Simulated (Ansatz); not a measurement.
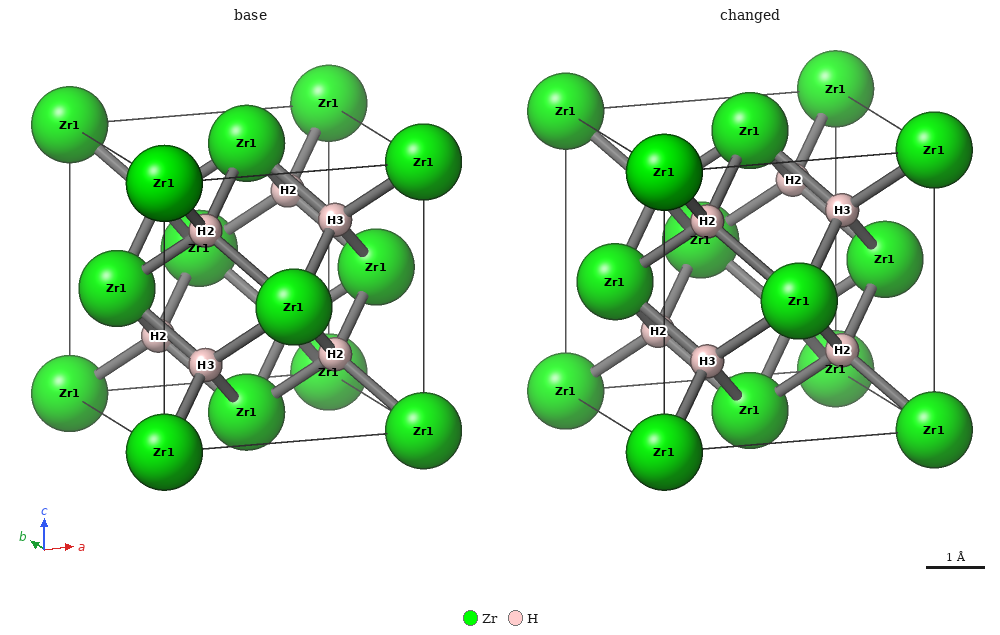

Left: a symmetric starting cell of ZrH₂. Right: the same structure after one change, at the same scale. Style: ball-and-stick. Shown: the conventional cell (4 times the calculation's cell), slightly off an axis. Lengths and directions refer to the drawn axes.

Theory: DFT r2SCAN, scalar-relativistic, plane waves, PAW (Ansatz). Set-up: plane-wave cutoff 500 eV; k-point mesh 16 × 16 × 16; occupations gaussian; smearing width 0.1 eV; no spin polarisation.

What distinguishes the right structure from the left one?

Answer. All lengths are scaled by +4.1 % (volume +12.9 %), the atoms keeping their fractional coordinates. No relaxation follows. The starting cell wasn't computed here and needn't be at equilibrium, so pressure and forces aren't due to the change alone.

And its effect?

Answer. Near-neighbour distances before and after: H–Zr 2.086 → 2.173 Å. The space group stays Fm-3m (No. 225). The pressure is −14.3 GPa (not all of it need come from the change, since the unchanged cell can be under pressure at this level too). All forces vanish by symmetry.
